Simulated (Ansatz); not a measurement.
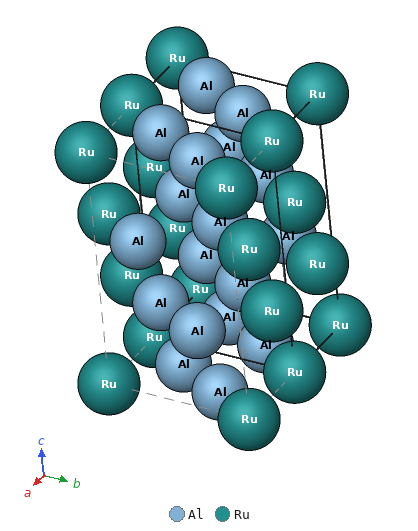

The figure gives a spheres-only picture of the atoms, viewed slightly off an axis. Solid lines give the simulation cell, repeated here 2×1×1 times.

The input file of the run:
```yaml
crystal:
  lattice:
    - [3.121357764, 3.121357764, 0.0]
    - [1.560678882, 1.560678882, -4.2115520738]
    - [-3.121357764, 6.2427155281, 0.0]
  atoms:
    - { symbol: Al, position: [0.6590760825, 0.681847835, 0.0] }
    - { symbol: Al, position: [0.9924094158, 0.681847835, 0.3333333333] }
    - { symbol: Al, position: [0.3257427492, 0.681847835, 0.6666666667] }
    - { symbol: Al, position: [0.3409239175, 0.318152165, 0.0] }
    - { symbol: Al, position: [0.6742572508, 0.318152165, 0.3333333333] }
    - { symbol: Al, position: [0.0075905842, 0.318152165, 0.6666666667] }
    - { symbol: Ru, position: [0.0, 0.0, 0.0] }
    - { symbol: Ru, position: [0.3333333333, 0.0, 0.3333333333] }
    - { symbol: Ru, position: [0.6666666667, 0.0, 0.6666666667] }
basis:
  ecutwfc: 420
kpoints:
  mp_grid: { grid: [12, 12, 12] }
hamiltonian:
  xc: pbesol
scf:
  occupations: { method: gaussian, width: 0.15 }
output:
  forces: true
  stress: true
  eigenvalues: true
```
Run as:
```sh
ansatz run input.yaml --threads 2 --pin off --max-ram 5120MiB --backend cpu --events-out ev --progress --plain --runs-dir out
```

All computed values are from DFT PBEsol, scalar-relativistic, plane waves, PAW (Ansatz). Settings: plane waves to 420 eV, Brillouin-zone sampling on a 12×12×12 mesh, Gaussian smearing of 0.15 eV, no spin polarisation.

**How large a gap does the method give, if there is one?**

A metal: bands cross the Fermi level.

**Under what pressure is the structure?**

The computed pressure is 0.0 GPa, close to zero.

The structure comes from a structure listed in the Materials Project. Earlier steps of the study may have refined or changed the cell and positions. Ansatz was used for an electronic-structure calculation on it.
